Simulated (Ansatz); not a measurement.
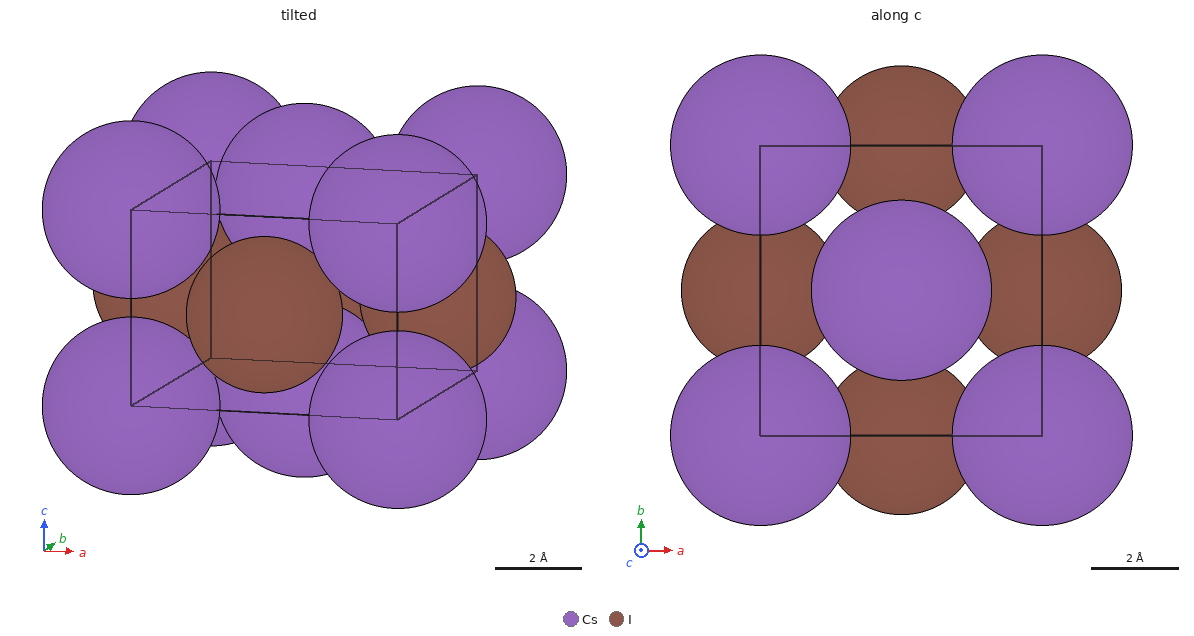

The crystal in a space-filling representation, seen slightly off an axis and along the c axis. Lines trace the edges of the conventional unit cell. Cell: a = 6.499 Å, b = 6.697 Å, c = 4.665 Å, α = 90.00°, β = 90.00°, γ = 90.00°.

Notes on the structure:

Chemical formula CsI. The structure has Cmmm (No. 65) symmetry and a base-centred orthorhombic lattice. Cell content 2 Cs, 2 I; Z = 2. Cs is coordinated by eight I in a cubic arrangement at about 4.0 to 4.1 Å. Each I atom has eight Cs in a cubic arrangement at about 4.0 to 4.1 Å around it.

Starting structure: a structure type known for this compound. The cell was then strained or its atoms displaced on purpose. An electronic-structure calculation with Ansatz was run on it.
